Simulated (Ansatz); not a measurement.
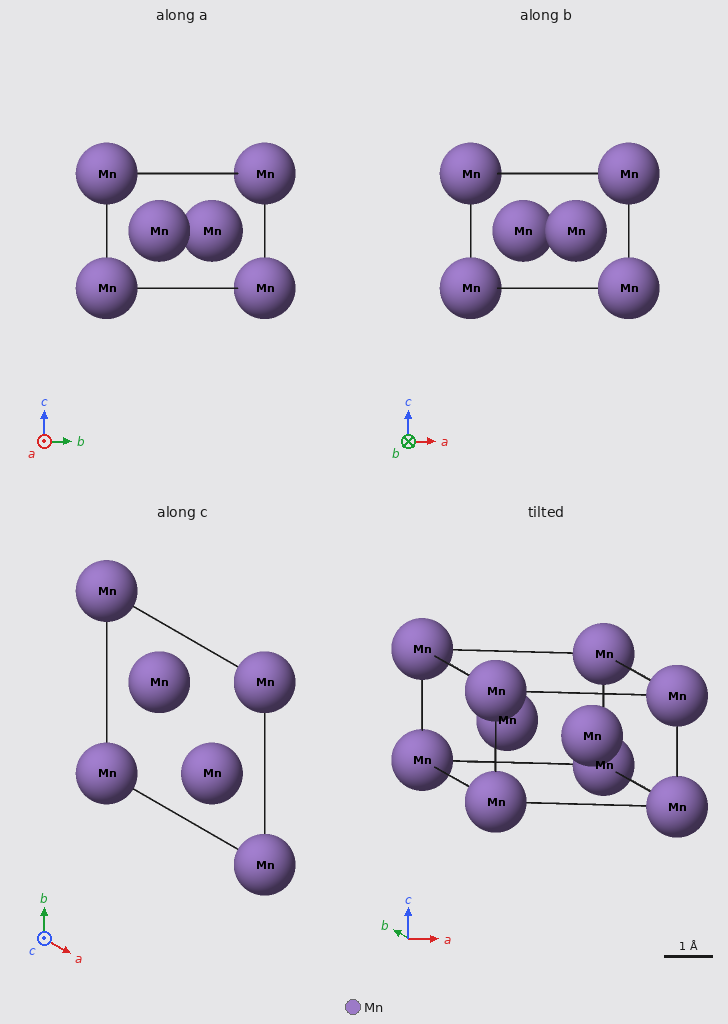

This spheres-only model is shown along the a axis, along the b axis, along the c axis and slightly off an axis. The frame is the conventional unit cell; atoms at its boundary are shown with their periodic copies.

Lattice parameters: a = 3.8494 Å, b = 3.8494 Å, c = 2.4198 Å, α = 90.000°, β = 90.000°, γ = 120.000°.

Q: Reconstruct the structure as a CIF with its space group and independent sites.

A:
```cif
data_structure
_symmetry_space_group_name_H-M 'P 6/m m m'
_symmetry_Int_Tables_number 191
_cell_length_a 3.8494
_cell_length_b 3.8494
_cell_length_c 2.4198
_cell_angle_alpha 90.000
_cell_angle_beta 90.000
_cell_angle_gamma 120.000
_cell_volume 31.05
loop_
_atom_site_label
_atom_site_type_symbol
_atom_site_symmetry_multiplicity
_atom_site_Wyckoff_symbol
_atom_site_fract_x
_atom_site_fract_y
_atom_site_fract_z
_atom_site_occupancy
Mn1 Mn 1 a 0.0000 0.0000 0.0000 1
Mn2 Mn 2 d 0.3333 0.6667 0.5000 1
```

The structure was taken from a structure type filled with this element by a generator (whether the element takes this form wasn't checked). Earlier steps of the study may have refined or changed the cell and positions. Ansatz was used for an electronic-structure calculation on it.

At this level of theory the cell isn't at rest (compressed, at 12 GPa), so its distances can differ from those at equilibrium, the more so the softer the solid.
